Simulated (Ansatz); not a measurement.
Given this structure, the geometry relaxed with DFT PBEsol, scalar-relativistic, plane waves, PAW (Ansatz 0.2.0); the starting structure was generated, so it need not be a known form of this composition, written in its standard cell:

```cif
data_structure
_symmetry_space_group_name_H-M 'R-3m:H'
_symmetry_Int_Tables_number 166
_cell_length_a 4.1229
_cell_length_b 4.1229
_cell_length_c 21.6321
_cell_angle_alpha 90.000
_cell_angle_beta 90.000
_cell_angle_gamma 120.000
_cell_volume 318.44
loop_
_atom_site_label
_atom_site_type_symbol
_atom_site_symmetry_multiplicity
_atom_site_Wyckoff_symbol
_atom_site_fract_x
_atom_site_fract_y
_atom_site_fract_z
_atom_site_occupancy
I1 I 3 a 0.00000 0.00000 0.00000 1
I2 I 6 c 0.00000 0.00000 0.22228 1
```

Predict the [201] zone-axis pattern (200 kV, kinematic, B = 1 Å²).

Answer. The spots form an oblique net whose two shortest vectors correspond to d = 3.39 Å and 1.34 Å, 82.0° apart. They are 1 0 -2 and -1 3 2. The pattern has symmetry 2. The lattice centring (R) removes all reflections that break −h + k + l = 3n; reflections such as 3 -3 -6, 3 0 -6 are allowed but too weak to see at this display level.

Strongest reflections with d > 0.80 Å, one of each family (|F|² from tabulated Gaussian fits of the electron scattering factors, times a small damping for the curvature of the Ewald sphere):

```tsv
hkl	d (Å)	I (strongest = 100)
2 0 -4	1.695	100
0 3 0	1.190	52
2 -3 -4	1.309	50
1 0 -2	3.391	43
2 3 -4	0.810	9
1 -3 -2	1.339	6
```

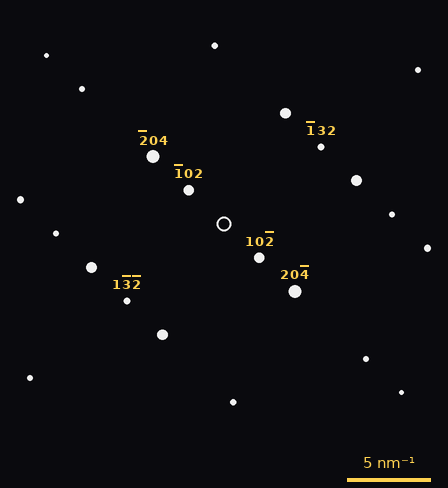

Calculated pattern, seen from the source side with [201] pointing towards the source.
